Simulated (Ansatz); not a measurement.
Structure data:

```
CELL_PARAMETERS angstrom
2.44453 -0.00155 -0.03791
-1.22352 2.11166 -0.14523
0.43942 2.55531 45.78614
ATOMIC_POSITIONS crystal
C 0.49927 0.76658 0.78568
C 0.52612 0.26690 0.28660
C 0.47344 0.73278 0.71334
C 0.50131 0.23392 0.21432
C 0.80677 0.39946 0.71332
C 0.83462 0.90058 0.21430
C 0.16594 0.09991 0.78570
C 0.19278 0.60024 0.28662
```

Question: Describe what this structure looks like.

Answer: The element is carbon. The cell holds eight atoms. C is linked to three C in a trigonal planar arrangement at 1.41 Å. The bonds build C layers parallel to (001).

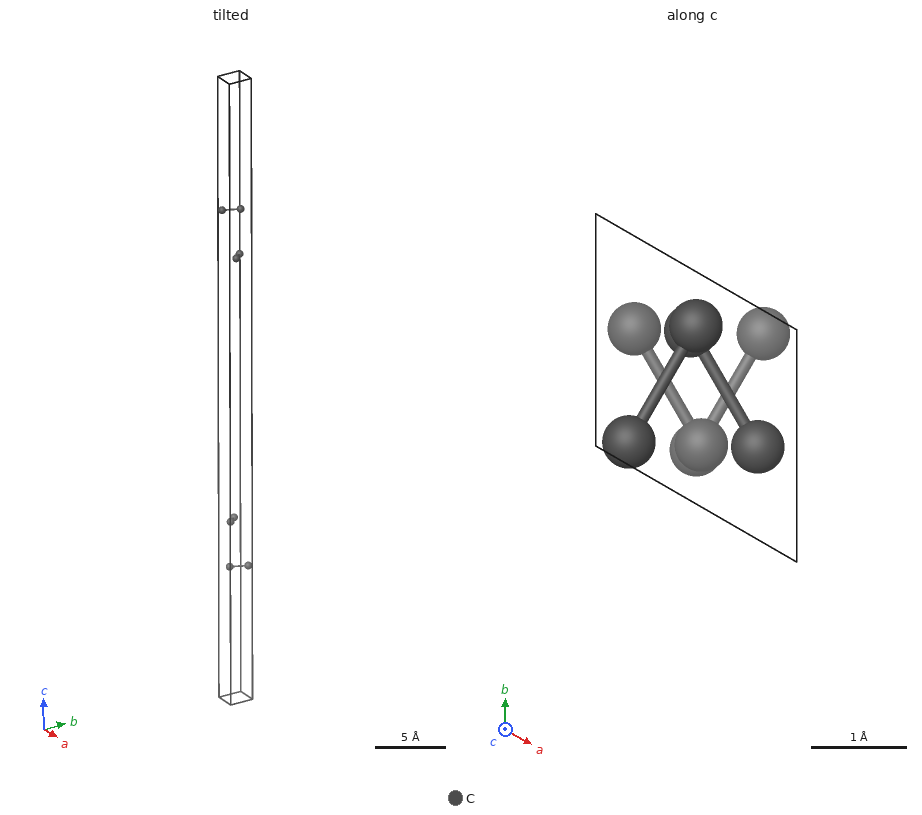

Shown here is a ball-and-stick view of the crystal, taken slightly off an axis and along the c axis. The cell (the run's own, in a reduced setting) is outlined; an atom on or near a face, edge or corner is repeated at each equivalent position.

Its origin is a structure listed in the Materials Project. Atoms and cell were optimised with DFT LDA, scalar-relativistic, plane waves, PAW (Ansatz).
